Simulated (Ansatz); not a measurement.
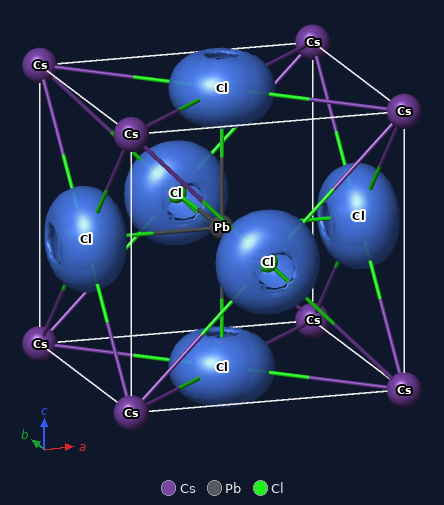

*CsPbCl$_{3}$. Isosurface of the electron localisation function at 0.85 (blue), seen slightly off an axis. Core shells and regions of very low density are left out. Sticks mark near contacts.*

Space group Pm-3m; changed on purpose from its base cell (volume × 0.97).

These are results of DFT PBEsol, scalar-relativistic, plane waves, PAW in Ansatz 0.2.0, not measurements.

Input file:

```
crystal:
  lattice:
    - [5.5618952234, 0.0, 0.0]
    - [0.0, 5.5618952234, 0.0]
    - [0.0, 0.0, 5.5618952234]
  atoms:
    - { symbol: Cs, position: [0.0, 0.0, 0.0] }
    - { symbol: Pb, position: [0.5, 0.5, 0.5] }
    - { symbol: Cl, position: [0.5, 0.5, 0.0] }
    - { symbol: Cl, position: [0.0, 0.5, 0.5] }
    - { symbol: Cl, position: [0.5, 0.0, 0.5] }
basis:
  ecutwfc: 420
kpoints:
  mp_grid: { grid: [6, 6, 6] }
hamiltonian:
  xc: pbesol
scf:
  occupations: { method: gaussian, width: 0.02 }
output:
  forces: true
  stress: true
  eigenvalues: true
  write_density: true
  write_potential: true
  elf: true
  volumetric_format: npy
```

Launched as:

```sh
ansatz run input.yaml --threads 2 --pin off --max-ram 5120MiB --backend cpu --events-out ev --progress --plain --runs-dir out
```

Below, planes, directions and counts refer to the conventional cell (a = 5.56 Å, b = 5.56 Å, c = 5.56 Å, α = 90.00°, β = 90.00°, γ = 90.00°).

Question: Describe the localisation domains.

Answer: The ELF exceeds this value in three regions wrapped around Cl (the valence shell of each), counted in one cell of 5 atoms. Regions shared between cells count once.

Values along the shortest contacts:
Pb–Cl (2.78 Å): the ELF peaks at about 0.85 in the valence shell of Cl, 0.8 Å from its nucleus, and drops to about 0.20 between the two atoms. Cs–Cl (3.93 Å): the ELF is about 0 at the midpoint; an ionic contact with no shared pair.

Question: Metal or insulator at this level of theory?

Answer: It is gapped, with a Kohn–Sham gap of 1.7 eV on the k-point mesh (the band edges may lie off the mesh, which would make the gap smaller).
